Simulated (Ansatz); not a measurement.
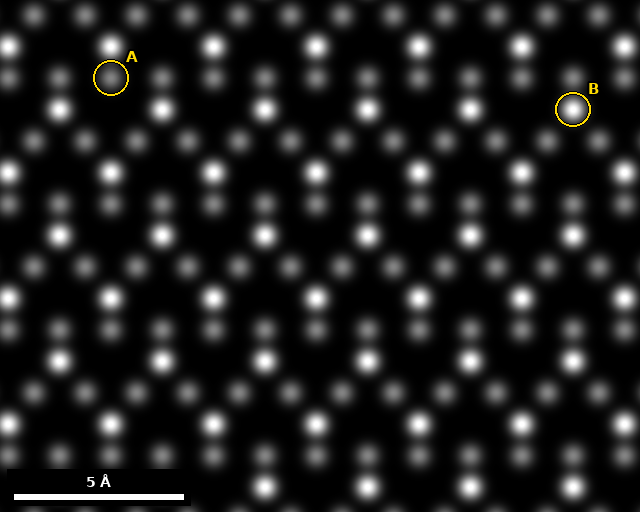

Dark-field STEM-like image of Au (Pm-3n, No. 223) along [211]. Simulated incoherent Z contrast: every atom adds Z^1.7 spread by a probe of 0.56 Å full width; channelling and multiple scattering are left out. Structure: coordinates from a relaxation with DFT, r2SCAN, plane waves (500 eV) with PAW, scalar-relativistic in Ansatz 0.2.0; the starting structure was generated, so it need not be a known form of this composition.

```
CELL_PARAMETERS angstrom
5.25525 0.00000 0.00000
0.00000 5.25525 0.00000
0.00000 0.00000 5.25525
ATOMIC_POSITIONS crystal
Au 0.00000 0.00000 0.00000
Au 0.50000 0.50000 0.50000
Au 0.25000 0.00000 0.50000
Au 0.75000 0.00000 0.50000
Au 0.50000 0.25000 0.00000
Au 0.50000 0.75000 0.00000
Au 0.00000 0.50000 0.25000
Au 0.00000 0.50000 0.75000
```

**Name the elements in each circled column.**

A: Au (1 Au per 12.87 Å along the beam; about 50 % of the brightest peak). B: Au (2 Au per 12.87 Å along the beam; the brightest kind). Brightness is counted from the darkest point of the image.
